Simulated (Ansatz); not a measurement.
## Pt$_{16}$H: geometry relaxation (part 3 of 3)

The same run, continued: Pt$_{16}$H (slab, 17 atoms in the cell); DFT PBE+D3(BJ), scalar-relativistic, plane waves, PAW, no spin polarisation (Ansatz 0.2.0); cutoff 420 eV, 6×6×1 k-mesh, Gaussian smearing of 0.1 eV. The structure derives from an entry of the Crystallography Open Database. The input holds or restrains some coordinates. Forces given for the steps count only the free coordinates.

Geometry of the input (Å; fractional positions):
```
5.5559  0.0000  0.0000
-2.7779  4.8115  0.0000
0.0000  0.0000  25.8045
Pt 0.3333  0.1667  0.3294
Pt 0.3333  0.6667  0.3294
Pt 0.8333  0.1667  0.3294
Pt 0.8333  0.6667  0.3294
Pt 0.6667  0.3333  0.4173
Pt 0.6667  0.8333  0.4173
Pt 0.1667  0.3333  0.4173
Pt 0.1667  0.8333  0.4173
Pt -0.0000  0.5000  0.5046
Pt 0.0000  0.0000  0.5046
Pt 0.5000  0.5000  0.5046
Pt 0.5000  0.0000  0.5046
Pt 0.3333  0.6667  0.5935
Pt 0.3333  0.1667  0.5935
Pt 0.8333  0.6667  0.5935
Pt 0.8333  0.1667  0.5935
H  0.0833  0.1667  0.6299
```

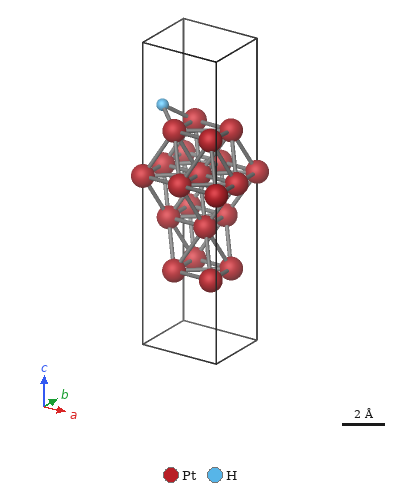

The geometry at step 8 of the log (ball-and-stick view of the cell of the calculation, with the vacuum cut short, seen slightly off an axis).

### Output, continued
```
  k-point 2: bands = ["-93.9451", "-93.9033", "-93.8941", "-93.8904", "-93.8716", "-93.8617", "-93.8588", "-93.8368", "-93.5519", "-93.5423", "-93.5370", "-93.4448", "-93.4344", "-93.4307", "-93.4244", "-93.4161", "-48.3141", "-48.3007", "-48.2862", "-48.2643", "-48.2608", "-48.2523", "-48.2374", "-48.1599", "-48.1450", "-48.1394", "-48.1276", "-48.1111", "-48.1083", "-48.0840", "-48.0627", "-48.0541", "-48.0530", "-48.0370", "-48.0330", "-48.0226", "-48.0013", "-48.0005", "-47.9969", "-47.9874",
      "-47.9518", "-47.9440", "-47.9416", "-47.8853", "-47.8784", "-47.8547", "-47.8486", "-47.8424", "-47.7676", "-47.7214", "-47.7171", "-47.7092", "-47.6750", "-47.6570", "-47.6541", "-47.6103", "-47.5152", "-47.4969", "-47.4877", "-47.4481", "-47.4331", "-47.4286", "-47.4275", "-47.4077", "-4.1795", "-3.4090", "-2.5397", "-2.4012", "-1.8917", "-1.6999", "-1.6437", "-1.6303", "-1.5100", "-1.5036", "-1.4611", "-1.2517", "-1.1338", "-1.1030", "-1.0439", "-0.8772",
      "-0.8155", "-0.6911", "-0.5125", "-0.3601", "-0.1915", "-0.1748", "0.0023", "0.1455", "0.1976", "0.2520", "0.3903", "0.4583", "0.6438", "0.7544", "0.8466", "0.9032", "1.0205", "1.0600", "1.0699", "1.1038", "1.1707", "1.2445", "1.2766", "1.2905", "1.4068", "1.4655", "1.5143", "1.5834", "1.5952", "1.6153", "1.8231", "1.9821", "2.1301", "2.1494", "2.2280", "2.3039", "2.3210", "2.3818", "2.4074", "2.4881",
      "2.5413", "2.5651", "2.6178", "2.7298", "3.0455", "3.1163", "3.1354", "3.2086", "3.3219", "3.3975", "3.4276", "3.4509", "3.5502", "3.5693", "3.6438", "3.7073", "3.8340", "3.9610", "4.0018", "4.1405", "4.1431", "4.1876", "4.2129", "4.5282", "4.5326", "4.5394", "4.6186", "4.8324", "4.8409", "5.2701", "5.7977", "6.4539", "6.4875", "6.7659", "6.9335", "7.4817", "7.6988", "7.9335", "8.0002", "9.6848",
      "9.9188", "10.3524", "10.4349", "10.5957", "10.6916", "10.6954", "11.2761", "11.4449", "11.5872", "11.8268", "12.1032", "12.4186", "12.5156", "12.7653"]
  k-point 12: bands = ["-93.9446", "-93.9019", "-93.8960", "-93.8903", "-93.8690", "-93.8641", "-93.8588", "-93.8371", "-93.5506", "-93.5422", "-93.5383", "-93.4419", "-93.4365", "-93.4313", "-93.4245", "-93.4164", "-48.2909", "-48.2740", "-48.2585", "-48.2419", "-48.2352", "-48.2305", "-48.2150", "-48.1887", "-48.1554", "-48.1419", "-48.1356", "-48.1291", "-48.0977", "-48.0903", "-48.0790", "-48.0694", "-48.0508", "-48.0463", "-48.0315", "-48.0200", "-48.0145", "-48.0105", "-47.9957", "-47.9865",
      "-47.9619", "-47.9550", "-47.9112", "-47.8685", "-47.8671", "-47.8491", "-47.8420", "-47.8061", "-47.7941", "-47.7747", "-47.7260", "-47.7173", "-47.6929", "-47.6691", "-47.6540", "-47.6278", "-47.5120", "-47.4980", "-47.4896", "-47.4438", "-47.4359", "-47.4287", "-47.4282", "-47.4079", "-3.5861", "-3.0482", "-2.5840", "-2.0962", "-1.8618", "-1.7288", "-1.4131", "-1.2585", "-1.2119", "-1.1833", "-1.1125", "-1.0103", "-0.9294", "-0.8032", "-0.7313", "-0.6763",
      "-0.5188", "-0.4283", "-0.2794", "-0.2528", "-0.1712", "-0.0762", "-0.0159", "0.0197", "0.0866", "0.1124", "0.1840", "0.2562", "0.3131", "0.4770", "0.6297", "0.6662", "0.7832", "0.8443", "0.8723", "0.9675", "1.0222", "1.1700", "1.2478", "1.2883", "1.3039", "1.3797", "1.4156", "1.4633", "1.5253", "1.5431", "1.6190", "1.7135", "1.7932", "1.8767", "1.9716", "2.0174", "2.1599", "2.3020", "2.3469", "2.3734",
      "2.4315", "2.4565", "2.6105", "2.6682", "2.7966", "2.8970", "2.9052", "3.0197", "3.0871", "3.1376", "3.2699", "3.3345", "3.3954", "3.4881", "3.6073", "3.6851", "3.7765", "3.8439", "3.9427", "4.0530", "4.0964", "4.1949", "4.3257", "4.3477", "4.3907", "4.4213", "4.6112", "4.6202", "4.7103", "5.1479", "5.2251", "5.3207", "6.2414", "6.5051", "7.3520", "7.9861", "8.3192", "8.5790", "8.8559", "9.6983",
      "9.9016", "10.1158", "10.5739", "10.8510", "11.0206", "11.2578", "11.3871", "11.6854", "11.7641", "11.9947", "12.2408", "12.3371", "12.5261", "12.6338"]
--- Relaxed structure (12 steps of the walk, 12 accepted, 0 SCFs on fresh bases) ---
  F+E_penalty+E_count = -200389.20474229 eV   max|allowed force component| = 2.067e-2 eV/Å
  atoms:
    - { symbol: Pt, position: [0.3333333333499999, 0.16666666670000002, 0.329399325] }
    - { symbol: Pt, position: [0.33333333335000004, 0.6666666667000001, 0.329399325] }
    - { symbol: Pt, position: [0.83333333335, 0.16666666670000002, 0.329399325] }
    - { symbol: Pt, position: [0.8333333333499999, 0.6666666667000001, 0.329399325] }
    - { symbol: Pt, position: [0.6666666666499999, 0.33333333330000003, 0.41729786710000005] }
    - { symbol: Pt, position: [0.66666666665, 0.8333333333000001, 0.41729786710000005] }
    - { symbol: Pt, position: [0.16666666664999996, 0.33333333330000003, 0.41729786710000005] }
    - { symbol: Pt, position: [0.16666666664999996, 0.8333333333000001, 0.41729786710000005] }
    - { symbol: Pt, position: [0.00013764443230421253, 0.49906328849597315, 0.5048462858258527] }
    - { symbol: Pt, position: [0.00017463758672449917, 0.00034927517344906194, 0.504862924128682] }
    - { symbol: Pt, position: [0.4989256440636689, 0.49906328849597315, 0.5048462858258527] }
    - { symbol: Pt, position: [0.4997227718040292, -0.0005544563919415243, 0.505242311860323] }
    - { symbol: Pt, position: [0.33607493272421674, 0.6721498654484335, 0.5953560991917922] }
    - { symbol: Pt, position: [0.33608766213995966, 0.1625415419168643, 0.5954031220565246] }
    - { symbol: Pt, position: [0.8328266185286861, 0.6656532370573723, 0.5930994097228883] }
    - { symbol: Pt, position: [0.8264538797769048, 0.1625415419168643, 0.5954031220565246] }
    - { symbol: H, position: [0.16639147651573724, 0.3327829530314744, 0.6296503174966495] }
```

### Trajectory as extended XYZ (Å, eV, eV/Å), 6 of the 12 frames kept, from step=1 to step=12
```
17
Lattice="5.5559 0.0000 0.0000 -2.7779 4.8115 0.0000 0.0000 0.0000 25.8045" Properties=species:S:1:pos:R:3:forces:R:3 step=1 energy=-200389.05122
Pt    1.3890    0.8019    8.5000    0.0046   0.0181  -0.1878
Pt    0.0000    3.2077    8.5000    0.0000  -0.0177  -0.2011
Pt    4.1669    0.8019    8.5000   -0.0046   0.0181  -0.1878
Pt    2.7779    3.2077    8.5000    0.0000  -0.0272  -0.2558
Pt    2.7779    1.6038   10.7682    0.0000  -0.0099   0.2306
Pt    1.3890    4.0096   10.7682    0.0426  -0.0087   0.0674
Pt    0.0000    1.6038   10.7682    0.0000   0.0125   0.1933
Pt   -1.3890    4.0096   10.7682   -0.0426  -0.0087   0.0674
Pt   -1.3890    2.4058   13.0210   -0.0194   0.0224  -0.1059
Pt    0.0000    0.0000   13.0210    0.0000  -0.0345  -0.2026
Pt    1.3890    2.4058   13.0210    0.0194   0.0224  -0.1059
Pt    2.7779    0.0000   13.0210    0.0000   0.0192   0.0596
Pt    0.0000    3.2077   15.3151    0.0000   0.3581  -0.1513
Pt    1.3890    0.8019   15.3151    0.9870  -0.0555  -0.0592
Pt    2.7779    3.2077   15.3151    0.0000  -0.2844  -0.0652
Pt    4.1669    0.8019   15.3151   -0.9870  -0.0555  -0.0592
H     0.0000    0.8019   16.2551    0.0000   0.0313   0.9628
17
Lattice="5.5559 0.0000 0.0000 -2.7779 4.8115 0.0000 0.0000 0.0000 25.8045" Properties=species:S:1:pos:R:3:forces:R:3 step=3 energy=-200389.15605
Pt    1.3890    0.8019    8.5000    0.0004   0.0249  -0.1821
Pt    0.0000    3.2077    8.5000    0.0000  -0.0229  -0.1988
Pt    4.1669    0.8019    8.5000   -0.0004   0.0249  -0.1821
Pt    2.7779    3.2077    8.5000    0.0000  -0.0349  -0.2661
Pt    2.7779    1.6038   10.7682    0.0000  -0.0327   0.3032
Pt    1.3890    4.0096   10.7682    0.0297   0.0182   0.1425
Pt    0.0000    1.6038   10.7682    0.0000  -0.0005   0.2569
Pt   -1.3890    4.0096   10.7682   -0.0297   0.0182   0.1425
Pt   -1.3879    2.4019   13.0232   -0.0003   0.0064  -0.0224
Pt    0.0000    0.0045   13.0372    0.0000  -0.0089  -0.0264
Pt    1.3879    2.4019   13.0232    0.0003   0.0064  -0.0224
Pt    2.7779    0.0113   13.0419    0.0000   0.0109   0.0060
Pt    0.0000    3.2307   15.3009    0.0000  -0.0247   0.0085
Pt    1.4085    0.7999   15.3870   -0.0303  -0.0242   0.0031
Pt    2.7779    3.1886   15.3100    0.0000   0.0330   0.0021
Pt    4.1473    0.7999   15.3870    0.0303  -0.0242   0.0031
H     0.0000    0.8308   16.4273    0.0000   0.0299   0.0323
17
Lattice="5.5559 0.0000 0.0000 -2.7779 4.8115 0.0000 0.0000 0.0000 25.8045" Properties=species:S:1:pos:R:3:forces:R:3 step=5 energy=-200389.15929
Pt    1.3890    0.8019    8.5000   -0.0002   0.0237  -0.1783
Pt    0.0000    3.2077    8.5000    0.0000  -0.0216  -0.1943
Pt    4.1669    0.8019    8.5000    0.0002   0.0237  -0.1783
Pt    2.7779    3.2077    8.5000    0.0000  -0.0360  -0.2766
Pt    2.7779    1.6038   10.7682    0.0000  -0.0385   0.2955
Pt    1.3890    4.0096   10.7682    0.0182   0.0185   0.1420
Pt    0.0000    1.6038   10.7682    0.0000   0.0015   0.2493
Pt   -1.3890    4.0096   10.7682   -0.0182   0.0185   0.1420
Pt   -1.3875    2.4019   13.0213   -0.0004  -0.0011   0.0012
Pt    0.0000    0.0032   13.0338    0.0000   0.0013   0.0088
Pt    1.3875    2.4019   13.0213    0.0004  -0.0011   0.0012
Pt    2.7779    0.0129   13.0470    0.0000  -0.0080   0.0002
Pt    0.0000    3.2242   15.3032    0.0000   0.0361   0.0253
Pt    1.4048    0.7934   15.3897    0.0141  -0.0187   0.0038
Pt    2.7779    3.1879   15.3072    0.0000   0.0131  -0.0054
Pt    4.1511    0.7934   15.3897   -0.0141  -0.0187   0.0038
H     0.0000    0.9742   16.4346    0.0000   0.0074  -0.0402
17
Lattice="5.5559 0.0000 0.0000 -2.7779 4.8115 0.0000 0.0000 0.0000 25.8045" Properties=species:S:1:pos:R:3:forces:R:3 step=8 energy=-200389.16747
Pt    1.3890    0.8019    8.5000   -0.0049   0.0161  -0.1787
Pt    0.0000    3.2077    8.5000    0.0000  -0.0234  -0.1937
Pt    4.1669    0.8019    8.5000    0.0049   0.0161  -0.1787
Pt    2.7779    3.2077    8.5000    0.0000  -0.0299  -0.2711
Pt    2.7779    1.6038   10.7682    0.0000  -0.0263   0.2634
Pt    1.3890    4.0096   10.7682    0.0133   0.0135   0.1517
Pt    0.0000    1.6038   10.7682    0.0000   0.0049   0.2556
Pt   -1.3890    4.0096   10.7682   -0.0133   0.0135   0.1517
Pt   -1.3870    2.4062   13.0226    0.0017   0.0004   0.0034
Pt    0.0000    0.0074   13.0320    0.0000   0.0025   0.0056
Pt    1.3870    2.4062   13.0226   -0.0017   0.0004   0.0034
Pt    2.7779    0.0132   13.0453    0.0000  -0.0101  -0.0118
Pt    0.0000    3.2383   15.3191    0.0000  -0.0013   0.0462
Pt    1.4098    0.8005   15.3824    0.0378  -0.0225  -0.0201
Pt    2.7779    3.2049   15.3051    0.0000   0.0147  -0.0024
Pt    4.1461    0.8005   15.3824   -0.0378  -0.0225  -0.0201
H     0.0000    1.2279   16.3637    0.0000   0.0539  -0.0046
17
Lattice="5.5559 0.0000 0.0000 -2.7779 4.8115 0.0000 0.0000 0.0000 25.8045" Properties=species:S:1:pos:R:3:forces:R:3 step=10 energy=-200389.20335
Pt    1.3890    0.8019    8.5000   -0.0144   0.0105  -0.1866
Pt    0.0000    3.2077    8.5000    0.0000  -0.0168  -0.1879
Pt    4.1669    0.8019    8.5000    0.0144   0.0105  -0.1866
Pt    2.7779    3.2077    8.5000    0.0000   0.0056  -0.2504
Pt    2.7779    1.6038   10.7682    0.0000  -0.0044   0.1921
Pt    1.3890    4.0096   10.7682    0.0005  -0.0048   0.1940
Pt    0.0000    1.6038   10.7682    0.0000  -0.0088   0.2778
Pt   -1.3890    4.0096   10.7682   -0.0005  -0.0048   0.1940
Pt   -1.3858    2.3995   13.0288   -0.0007  -0.0032   0.0006
Pt    0.0000    0.0007   13.0297    0.0000   0.0037  -0.0097
Pt    1.3858    2.3995   13.0288    0.0007  -0.0032   0.0006
Pt    2.7779   -0.0063   13.0406    0.0000   0.0059  -0.0252
Pt    0.0000    3.2238   15.3702    0.0000   0.0663  -0.0445
Pt    1.4223    0.7773   15.3668   -0.0540  -0.0021  -0.0211
Pt    2.7779    3.2056   15.3052    0.0000  -0.0441   0.0088
Pt    4.1336    0.7773   15.3668    0.0540  -0.0021  -0.0211
H     0.0000    1.5940   16.2291    0.0000  -0.0082   0.0651
17
Lattice="5.5559 0.0000 0.0000 -2.7779 4.8115 0.0000 0.0000 0.0000 25.8045" Properties=species:S:1:pos:R:3:forces:R:3 step=12 energy=-200389.20474
Pt    1.3890    0.8019    8.5000   -0.0149   0.0099  -0.1866
Pt    0.0000    3.2077    8.5000    0.0000  -0.0160  -0.1870
Pt    4.1669    0.8019    8.5000    0.0149   0.0099  -0.1866
Pt    2.7779    3.2077    8.5000    0.0000   0.0014  -0.2520
Pt    2.7779    1.6038   10.7682    0.0000   0.0012   0.1786
Pt    1.3890    4.0096   10.7682    0.0044  -0.0050   0.1792
Pt    0.0000    1.6038   10.7682    0.0000  -0.0038   0.2648
Pt   -1.3890    4.0096   10.7682   -0.0044  -0.0050   0.1792
Pt   -1.3856    2.4013   13.0273   -0.0018   0.0013   0.0005
Pt    0.0000    0.0017   13.0278    0.0000  -0.0019  -0.0001
Pt    1.3856    2.4013   13.0273    0.0018   0.0013   0.0005
Pt    2.7779   -0.0027   13.0375    0.0000   0.0041   0.0130
Pt    0.0000    3.2341   15.3629    0.0000  -0.0120   0.0098
Pt    1.4157    0.7821   15.3641   -0.0138   0.0058   0.0035
Pt    2.7779    3.2028   15.3047    0.0000   0.0051   0.0003
Pt    4.1402    0.7821   15.3641    0.0138   0.0058   0.0035
H     0.0000    1.6012   16.2478    0.0000  -0.0020  -0.0207
```

### Key numbers

```tsv
quantity	value
outcome	converged under the restraints of the input
electrons treated	289
free energy	−200389.2047 eV
work function, top face	5.55 eV
work function, bottom face	5.64 eV
Fermi energy	4.545 eV
gap on the k-point mesh	none (metallic)
final volume	689.82 Å³
work function (upper face)	5.55 eV
largest force (length of the vector) at the end, held atoms and coordinates included	0.265 eV/Å
hardware	4 threads of Intel Xeon (Sapphire Rapids), 64 GiB of memory available, shared host
wall time	6.7 min (CPU time 26 min)
peak memory	3 GiB
```

Warnings of the run: the exchange-correlation potential is rough where the density is thin. Spin–orbit coupling is left out, which matters for Pt.
